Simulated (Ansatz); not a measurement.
# Run report: B$_{48}$N$_{48}$H (charge +1), single-point calculation (part 2 of 2)

The same run, continued: B$_{48}$N$_{48}$H (defect cell, 97 atoms in the cell, total charge +1); DFT, HSE06, PAW, plane waves (Ansatz 0.2.0); cutoff 420 eV, 1×1×1 k-mesh, Fermi–Dirac smearing of 0.01 eV. 

### Output, continued
```
  k-point 0: bands = ["-11.6078", "-10.9293", "-10.6721", "-10.5301", "-10.0652", "-9.8543", "-9.7378", "-9.5215", "-9.2350", "-9.0936", ... 79 levels left out ..., "2.8326", "2.9688", "3.0116", "3.0572", "3.0856", "3.1248", "3.2647", "3.3601", "3.5382", "3.7819", "3.8685", "4.0118", "4.0560", "4.2483", "4.3375", "4.3919", "4.4521", "4.5263", "4.6506", "4.7019", "4.7571", "4.8067", "4.8295", "4.8670", "4.9470", "5.0437", "5.0861", "5.1081", "5.1483",
      "5.2132", "5.2635", "5.3031", "5.3553", "5.4105", "5.4337", "5.5461", "5.6030", "5.6260", "5.8648", "5.9307", "5.9927", "6.0266", "6.0502", "6.0627", "6.1128", "6.1289", "6.1772", "6.2156", "6.2514", "6.2829", "6.3155", "6.3521", "6.3917", "6.4482", "6.4724", "6.5274", "6.5624", "6.6195", "6.8004", "6.8629", "7.0337", "7.0598", "7.1020", "7.1493", "7.1889", "7.2212", "7.2541", "7.3131", "7.3210",
      "7.3559", "7.3707", "7.4025", "7.4179", "7.4589", "7.4883", "7.5746", "7.5975", "7.6324", "7.6711", "7.6889", "7.7043", "7.7416", "7.8168", "7.8820", "7.9227", "8.0126", "8.0662", "8.2711", "8.3209", "8.3358", "8.3880", "8.4249", "8.5221", "8.7497", "8.9721", "9.0064", "9.2067", "9.2542", "9.3034", "9.4135", "9.4579", "9.8733", "10.2119", "16.1570", "18.0304", "18.1751", "18.6914", "18.9042", "18.9635",
      "19.1078", "19.2127", "19.3090", "19.3654", "19.4180", "19.4703", "19.6270", "19.6555", "19.6848", "19.7306", "19.8150", "19.8887", "19.9400", "20.0152", "20.0574", "20.0941", "20.1342", "20.1852", "20.2329", "20.3265", "20.4041", "20.4988", "20.5718", "20.5943", "20.6680", "20.8343", "21.0198", "21.0904", "21.1110", "21.2288", "21.2876", "21.3142", "21.3895", "21.4658", "21.5507", "21.5970", "21.6215", "21.6987", "21.7600", "21.8208",
      "21.9078", "22.1013", "22.1574", "22.2032", "22.3009", "22.4226", "22.4849", "22.6003", "22.6474", "22.6680", "22.6982", "22.7352", "22.7641", "22.8437", "22.9019", "22.9362", "22.9669", "23.0072", "23.0323", "23.0547", "23.0857", "23.1231", "23.1575", "23.1925", "23.2679", "23.3405", "23.3809", "23.4232", "23.5192", "23.5314", "23.5600", "23.6109", "23.6455", "23.7219", "23.7510", "23.7845", "23.8658", "23.9617", "23.9766", "24.0716",
      "24.1205", "24.1489", "24.1836", "24.2301", "24.2874", "24.3377", "24.3976", "24.4488", "24.4848", "24.5690", "24.6574"]
--- Löwdin populations: 97 sites ---
  site symbol       q [e]
     0      B      2.6446
     1      B      2.6471
     2      B      2.6466
     3      B      2.6460
     4      B      2.6458
     5      B      2.6456
     6      B      2.6432
     7      B      2.6451
     8      B      2.6456
     9      B      2.6456
    10      B      2.6461
    11      B      2.6522
    12      B      2.6447
    13      B      2.6469
    14      B      2.6458
    15      B      2.6455
    16      B      2.6384
    17      B      2.6494
    18      B      2.6432
    19      B      2.6550
    20      B      2.6461
    21      B      2.6453
    22      B      2.6475
    23      B      2.6480
    24      B      2.6455
    25      B      2.6467
    26      B      2.6461
    27      B      2.6466
    28      B      2.6454
    29      B      2.6487
    30      B      2.6453
    31      B      2.6432
    32      B      2.6444
    33      B      2.6433
    34      B      2.6451
    35      B      2.6447
    36      B      2.6454
    37      B      2.6473
    38      B      2.6468
    39      B      2.6501
    40      B      2.6442
    41      B      2.6519
    42      B      2.6459
    43      B      2.6469
    44      B      2.6422
    45      B      2.5673
    46      B      2.6448
    47      B      2.6444
    48      N      5.3094
    49      N      5.3091
    50      N      5.3095
    51      N      5.3092
    52      N      5.3093
    53      N      5.3095
    54      N      5.3077
    55      N      5.3053
    56      N      5.3093
    57      N      5.3055
    58      N      5.3094
    59      N      5.3200
    60      N      5.3092
    61      N      5.3092
    62      N      5.3093
    63      N      5.3056
    64      N      5.3134
    65      N      5.3287
    66      N      5.3083
    67      N      5.3207
    68      N      5.3092
    69      N      5.3047
    70      N      5.3090
    71      N      5.3108
    72      N      5.3084
    73      N      5.3099
    74      N      5.3080
    75      N      5.3103
    76      N      5.3079
    77      N      5.3104
    78      N      5.3090
    79      N      5.3103
    80      N      5.3086
    81      N      5.3092
    82      N      5.3096
    83      N      5.3131
    84      N      5.3092
    85      N      5.3100
    86      N      5.3102
    87      N      5.3126
    88      N      5.3097
    89      N      5.3093
    90      N      5.3087
    91      N      5.3102
    92      N      5.3188
    93      N      5.3103
    94      N      5.3087
    95      N      5.3128
    96      H      0.6738
  spilling = 0.003902 (of n_electrons = 384.000000)
```

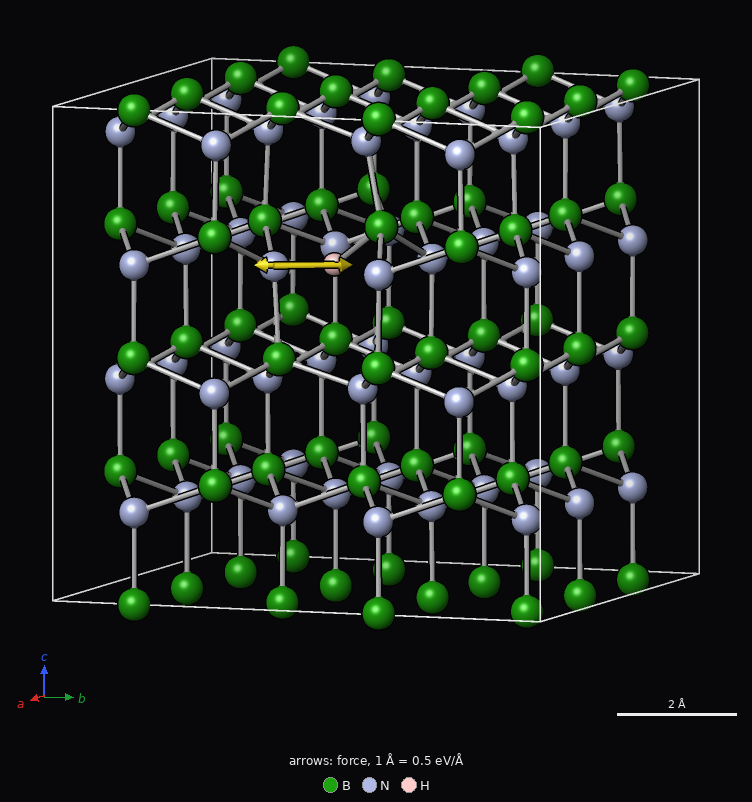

Fig. 1: Forces on the atoms as yellow arrows (ball-and-stick view of the cell of the calculation, seen slightly off an axis); the smallest are left out. The largest act on H97 (0.71 eV/Å); N66 (0.70 eV/Å). Atoms are counted from 1 in the order of the input and aren't labelled in the picture. 

The run was set up as follows.

### The input
```yaml
crystal:
  lattice:
    - [7.622990, 0.000000, 0.000000]
    - [0.000000, 8.802271, 0.000000]
    - [0.000000, 0.000000, 8.406582]
  atoms:
    - { symbol: B, position: [0.998346, 0.166857, 0.999358] }
    - { symbol: B, position: [0.998946, 0.165536, 0.498449] }
    - { symbol: B, position: [0.331546, 0.167392, 0.999850] }
    - { symbol: B, position: [0.331437, 0.166468, 0.499215] }
    - { symbol: B, position: [0.165557, 0.417452, 0.999846] }
    - { symbol: B, position: [0.165100, 0.416568, 0.498736] }
    - { symbol: B, position: [0.001956, 0.669320, 0.003215] }
    - { symbol: B, position: [0.998285, 0.666591, 0.498610] }
    - { symbol: B, position: [0.664842, 0.166226, 0.999756] }
    - { symbol: B, position: [0.663809, 0.164592, 0.498076] }
    - { symbol: B, position: [0.498016, 0.416920, 0.999583] }
    - { symbol: B, position: [0.498172, 0.416025, 0.498343] }
    - { symbol: B, position: [0.332032, 0.667619, 0.000902] }
    - { symbol: B, position: [0.331959, 0.666581, 0.500086] }
    - { symbol: B, position: [0.165958, 0.918191, 0.000734] }
    - { symbol: B, position: [0.165474, 0.916605, 0.499573] }
    - { symbol: B, position: [0.831715, 0.416236, 0.997843] }
    - { symbol: B, position: [0.832307, 0.409438, 0.490059] }
    - { symbol: B, position: [0.662781, 0.669218, 0.002528] }
    - { symbol: B, position: [0.665795, 0.667229, 0.497607] }
    - { symbol: B, position: [0.497587, 0.917932, 0.000790] }
    - { symbol: B, position: [0.497807, 0.916326, 0.499463] }
    - { symbol: B, position: [0.832016, 0.918125, 0.000944] }
    - { symbol: B, position: [0.832009, 0.916893, 0.499378] }
    - { symbol: B, position: [0.165190, 0.083510, 0.249388] }
    - { symbol: B, position: [0.165540, 0.084114, 0.749903] }
    - { symbol: B, position: [0.999297, 0.332798, 0.247112] }
    - { symbol: B, position: [0.001310, 0.332272, 0.750065] }
    - { symbol: B, position: [0.497860, 0.083308, 0.249324] }
    - { symbol: B, position: [0.496060, 0.082099, 0.749975] }
    - { symbol: B, position: [0.331603, 0.333297, 0.249109] }
    - { symbol: B, position: [0.331061, 0.333213, 0.749689] }
    - { symbol: B, position: [0.165496, 0.583396, 0.250178] }
    - { symbol: B, position: [0.166773, 0.583441, 0.751542] }
    - { symbol: B, position: [0.998641, 0.834137, 0.250304] }
    - { symbol: B, position: [0.001027, 0.838917, 0.751307] }
    - { symbol: B, position: [0.831675, 0.083579, 0.249163] }
    - { symbol: B, position: [0.831473, 0.083557, 0.749852] }
    - { symbol: B, position: [0.663893, 0.332542, 0.247104] }
    - { symbol: B, position: [0.659335, 0.323827, 0.749461] }
    - { symbol: B, position: [0.498289, 0.583332, 0.249893] }
    - { symbol: B, position: [0.497359, 0.583012, 0.752009] }
    - { symbol: B, position: [0.331740, 0.833517, 0.250229] }
    - { symbol: B, position: [0.331725, 0.833305, 0.750826] }
    - { symbol: B, position: [0.831864, 0.583256, 0.248953] }
    - { symbol: B, position: [0.837702, 0.621042, 0.766723] }
    - { symbol: B, position: [0.665006, 0.834160, 0.250009] }
    - { symbol: B, position: [0.663654, 0.839142, 0.751624] }
    - { symbol: N, position: [0.998436, 0.166670, 0.185796] }
    - { symbol: N, position: [0.998549, 0.166773, 0.686443] }
    - { symbol: N, position: [0.331620, 0.166982, 0.186685] }
    - { symbol: N, position: [0.331187, 0.167107, 0.686613] }
    - { symbol: N, position: [0.165269, 0.417033, 0.186256] }
    - { symbol: N, position: [0.164027, 0.417532, 0.686577] }
    - { symbol: N, position: [0.999045, 0.667255, 0.188130] }
    - { symbol: N, position: [0.000417, 0.669424, 0.688183] }
    - { symbol: N, position: [0.664828, 0.166335, 0.185911] }
    - { symbol: N, position: [0.662063, 0.162205, 0.686213] }
    - { symbol: N, position: [0.498198, 0.416891, 0.186095] }
    - { symbol: N, position: [0.498985, 0.416063, 0.686541] }
    - { symbol: N, position: [0.331967, 0.666829, 0.187626] }
    - { symbol: N, position: [0.332487, 0.666378, 0.687758] }
    - { symbol: N, position: [0.165346, 0.917012, 0.187412] }
    - { symbol: N, position: [0.166123, 0.917630, 0.687192] }
    - { symbol: N, position: [0.831591, 0.417043, 0.184670] }
    - { symbol: N, position: [0.827694, 0.397678, 0.676971] }
    - { symbol: N, position: [0.664982, 0.667217, 0.187755] }
    - { symbol: N, position: [0.666353, 0.669562, 0.688561] }
    - { symbol: N, position: [0.498246, 0.916847, 0.187357] }
    - { symbol: N, position: [0.497213, 0.916308, 0.687163] }
    - { symbol: N, position: [0.831880, 0.916992, 0.187280] }
    - { symbol: N, position: [0.832264, 0.917813, 0.687451] }
    - { symbol: N, position: [0.165058, 0.082820, 0.436629] }
    - { symbol: N, position: [0.165122, 0.084343, 0.936797] }
    - { symbol: N, position: [0.999730, 0.331584, 0.433630] }
    - { symbol: N, position: [0.998085, 0.334671, 0.935564] }
    - { symbol: N, position: [0.497649, 0.082493, 0.436403] }
    - { symbol: N, position: [0.497666, 0.083806, 0.936921] }
    - { symbol: N, position: [0.331541, 0.333380, 0.436521] }
    - { symbol: N, position: [0.331518, 0.334131, 0.936428] }
    - { symbol: N, position: [0.164931, 0.583268, 0.437744] }
    - { symbol: N, position: [0.165514, 0.584264, 0.937763] }
    - { symbol: N, position: [0.998202, 0.833019, 0.437477] }
    - { symbol: N, position: [0.999369, 0.835265, 0.938059] }
    - { symbol: N, position: [0.831598, 0.082877, 0.436501] }
    - { symbol: N, position: [0.831632, 0.083929, 0.936647] }
    - { symbol: N, position: [0.663629, 0.331197, 0.433369] }
    - { symbol: N, position: [0.664930, 0.333288, 0.935356] }
    - { symbol: N, position: [0.498941, 0.583236, 0.437742] }
    - { symbol: N, position: [0.498829, 0.583976, 0.937617] }
    - { symbol: N, position: [0.331656, 0.832826, 0.437463] }
    - { symbol: N, position: [0.331776, 0.833882, 0.937613] }
    - { symbol: N, position: [0.831995, 0.581200, 0.437739] }
    - { symbol: N, position: [0.832698, 0.588498, 0.938874] }
    - { symbol: N, position: [0.665363, 0.833174, 0.437299] }
    - { symbol: N, position: [0.664509, 0.835200, 0.937940] }
    - { symbol: H, position: [0.763057, 0.500853, 0.678795] }
  symmetry: { detect: false }
kpoints:
  mp_grid: { grid: [1, 1, 1], shift: [0.25, 0.25, 0.25] }
hamiltonian:
  xc: hse06
total_charge: 1
scf:
  occupations: { method: fermi_dirac, width: 0.01 }
output:
  forces: true
  eigenvalues: true
  populations: true
  charged_corrections: { epsilon: 7 }
  eigenstates: { kpoints: [[0.25, 0.25, 0.25]], e_range: [-6.0, 6.0], localisation: true }
```

Command:
```bash
ansatz run in.yaml --threads 8 --pin off --max-ram 17100MiB --runs-dir r --events-out ev --progress --plain
```

### Results in brief

| quantity | value |
| --- | --- |
| outcome | converged |
| electrons treated | 384 |
| free energy | −26061.4584 eV |
| Fermi energy | 13.184 eV |
| largest force (length of the vector) | 0.711 eV/Å |
| hardware | 8 threads of Arm Neoverse-V1, 18 GiB of memory available, shared host |
| wall time | 3 min (CPU time 23 min) |
| peak memory | 3.3 GiB |

### Remarks

The k-point mesh is coarse for a cell of this size, so the results may not be converged.
